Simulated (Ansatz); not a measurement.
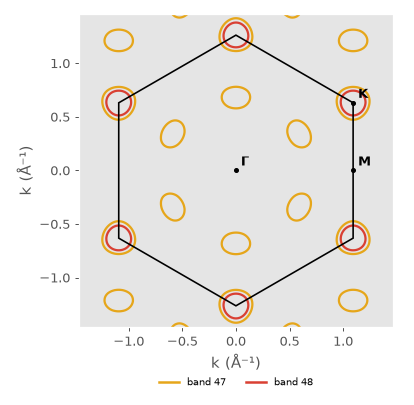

Constant-energy contours of a WSe$_{2}$ monolayer (space group of the slab cell P-6m2), 0.20 eV above the conduction-band minimum (one colour a band).

Level of theory: Ansatz, DFT PBE, spin-orbit coupling, plane waves, PAW; levels and slopes on a dense k mesh at the converged density. Non-magnetic. The levels come from a k mesh of 48×48×1 points. Unrelaxed database geometry. The cell comes from a database of computed structures, not from a measurement.

Masses come from a second pass at points close to the extrema; at the energies drawn a band may no longer be parabolic.

Q: Where are the valleys, how many are there, and what are their masses?

A: Band 47 forms the conduction edge; band 48 begins 0.03 eV higher (at K). Within this energy: two equivalent minima at K, mass 0.38 mₑ in all directions; six equivalent minima on the K–Γ line, 0.12 eV above the edge, principal masses 0.43 and 0.77 mₑ. Another band lies within 0.06 eV there, so the masses may hold only close to the extrema.

Q: And the gap?

A: The gap is direct, 1.24 eV at this level of theory, which underestimates gaps and can reorder valleys that lie close.

Time for the whole run: 4.4 min on 2 threads of Intel(R) Xeon(R) Platinum 8259CL CPU @ 2.50GHz (Skylake/Cascade Lake) (shared host), peak memory 1.9 GiB.
